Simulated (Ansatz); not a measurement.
Band edges of a single layer of GeSb2Te4 (space group of the slab cell P3m1).

```yaml
crystal:
  lattice:
    - [4.30946, 0.00000, 0.00000]
    - [-2.15473, 3.73210, 0.00000]
    - [0.00000, 0.00000, 24.02296]
  atoms:
    - { symbol: Ge, position: [0.33333, 0.66667, 0.32962] }
    - { symbol: Sb, position: [0.00000, 0.00000, 0.65832] }
    - { symbol: Sb, position: [0.66667, 0.33333, 0.49309] }
    - { symbol: Te, position: [0.66667, 0.33333, 0.27057] }
    - { symbol: Te, position: [0.66667, 0.33333, 0.72943] }
    - { symbol: Te, position: [0.33333, 0.66667, 0.57417] }
    - { symbol: Te, position: [0.00000, 0.00000, 0.42090] }
```

These are results of DFT PBE, scalar-relativistic, plane waves, PAW; levels and slopes on a dense k mesh at the converged density (Ansatz 0.2.0), not measurements. No spin polarisation. Mesh 54×54×1, interpolated with the band slopes. Unrelaxed database geometry. The cell comes from a database of computed structures, not from a measurement.

Masses come from a second pass at points close to the extrema; at the energies drawn a band may no longer be parabolic.

The gap is indirect, 0.20 eV at this level of theory (semilocal functionals give gaps that are too small, and can reorder valleys that lie close).

Valence band: twelve equivalent maxima away from the named points and lines, principal masses 0.21 and 0.82 mₑ; two equivalent maxima at K, 0.85 eV below the edge, mass 1.05 mₑ in all directions. Band 54 forms the valence edge. The surfaces have further parts: band 54 comes within 0.01 eV of the edge away from the named points and lines.
Conduction band: one minimum at Γ, mass 0.093 mₑ in all directions; six equivalent minima on the Γ–M line, 0.13 eV above the edge, principal masses 0.093 and 0.20 mₑ; three equivalent minima at M, 0.46 eV above the edge, principal masses 0.12 and 1.78 mₑ; six equivalent minima on the Γ–M line, 0.49 eV above the edge, principal masses 0.13 and 1.45 mₑ. Band 55 forms the conduction edge.

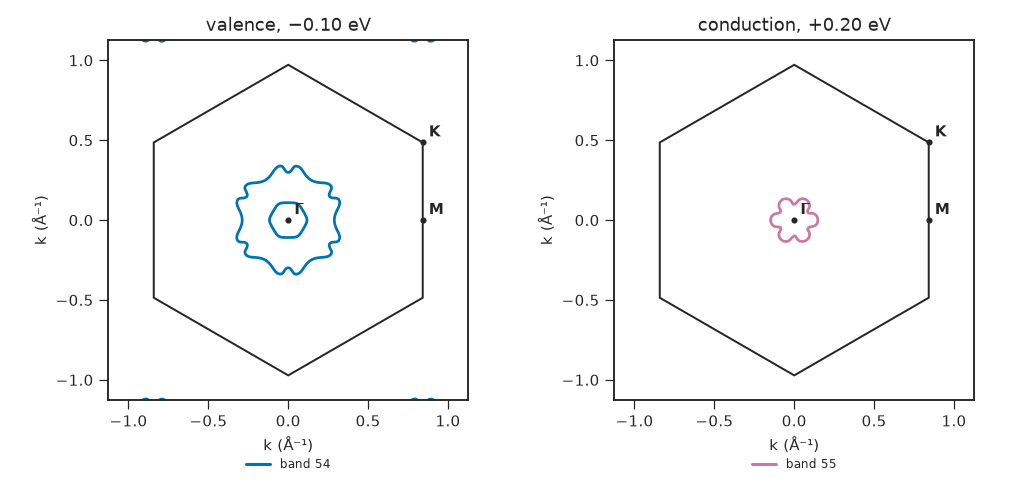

Constant-energy contours near the two band edges, measured from each edge.

Spin-orbit coupling, left out here, can change the gap, its kind, the place of the band edges and the masses, since the compound holds Sb and Te.

Cost: 9 min on 2 threads of Arm Neoverse V1, on a shared host, peak memory 2.8 GiB.
